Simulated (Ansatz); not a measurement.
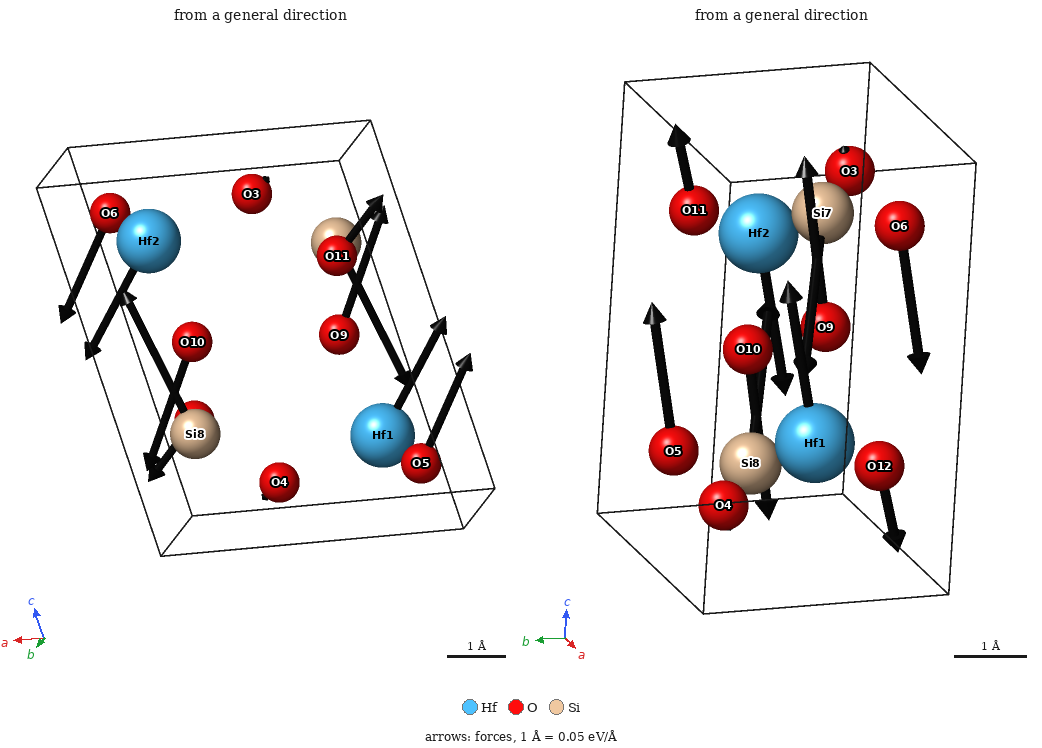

This spheres-only model is shown from two general directions. Lines trace the edges of the simulation cell. The arrows are the computed forces on the atoms.

System: HfSiO4. Setup: Ansatz, DFT, PBE0, plane waves, PAW; a cutoff energy of 420 eV, the zone sampled with 4×4×2 points, no spin polarisation.

Is this an equilibrium geometry?

No. The atoms still feel forces of up to about 0.12 eV/Å, above a usual threshold of 0.01 to 0.03 eV/Å.

Origin of the cell: a structure type filled with these elements by a generator (whether the compound takes this form wasn't checked). Earlier steps of the study, as a rule a relaxation of our own, may have changed the cell and positions, so they can lie some per cent off the listed ones. It was run through Ansatz as a DFT input.
